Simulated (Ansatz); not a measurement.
System: Zn.

Input

```
crystal:
  lattice:
    - [-0.6811390613, 1.6034125445, 1.6034125445]
    - [1.6034125445, -0.6811390613, 1.6034125445]
    - [1.6034125445, 1.6034125445, -0.6811390613]
  atoms:
    - { symbol: Zn, position: [0.0, 0.0, 0.0] }
basis:
  ecutwfc: 520.0
kpoints:
  mp_grid: { grid: [22, 22, 22] }
hamiltonian:
  xc: pbesol
scf:
  occupations: { method: gaussian, width: 0.15 }
output:
  forces: true
  stress: true
  eigenvalues: true
  write_density: true
  write_potential: true
  elf: true
  volumetric_format: npy
```

Command:

```sh
ansatz run input.yaml --threads 1 --pin off --max-ram 2048MiB --backend cpu --events-out ev --progress --plain --runs-dir out
```

Below, planes, directions and counts refer to the conventional cell (a = 3.23 Å, b = 3.23 Å, c = 4.37 Å, α = 90.00°, β = 90.00°, γ = 120.00°).

Space group R-3m; a structure from a database of computed crystals, not necessarily the ambient phase; computed pressure about 27 GPa in this cell.

Level of theory: DFT PBEsol, scalar-relativistic, plane waves, PAW in Ansatz 0.2.0.

Question: What can the converged valence pseudo-density and electron localisation function tell about the bonding?

Answer: Zn–Zn (2.37 Å): ρ at the midpoint is about 0.33 e/Å³; the ELF is about 0.30 at the midpoint (no localised pair shows between them).

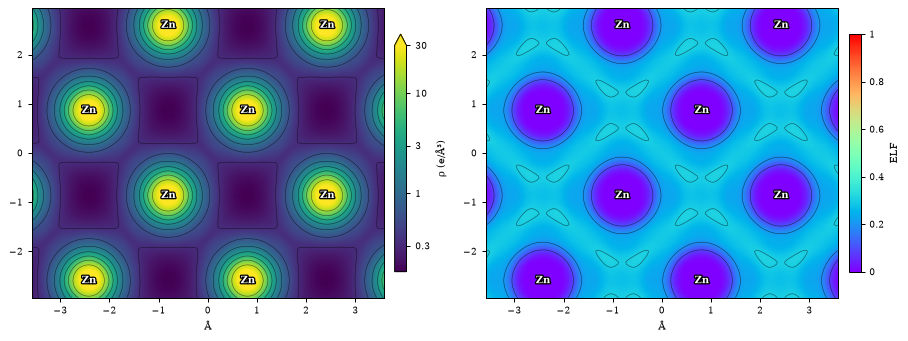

Computed valence pseudo-density and electron localisation function on the (101) plane of the conventional cell, in this order. 

The density is the valence pseudo-density of a PAW calculation; it isn't the true density close to the nuclei.
